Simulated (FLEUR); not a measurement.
System: CuAu (space group P4/mmm).

Calculation (FLEUR MaX-R8.1 (later development tree)): all-electron LAPW DFT, no spin polarisation; energies at scaled volumes of the given cell, shape and fractions fixed, counted from the fit's minimum, third-order Birch-Murnaghan fit. All runs: no spin polarisation.

- k mesh: 9×9×7
- occupations: Fermi–Dirac
- smearing width: 0.05 eV
- potentials: all electron

Describe the result: the energy against volume, with one curve for each functional. The cases: SCAN; LDA.

The fitted equilibrium volumes, smallest first, are LDA 13.774, SCAN 14.210 Å³/atom. The fitted bulk moduli, smallest first, are SCAN 171.9, LDA 194.3 GPa.

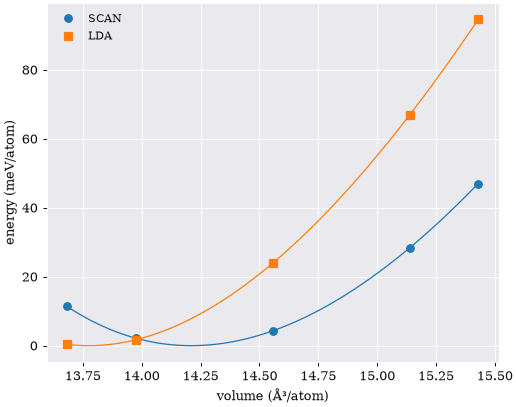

Caveats: spin-orbit coupling left out, heavy elements; shape and atomic fractions are frozen while scaling, which makes layered, chain and framework solids too stiff.
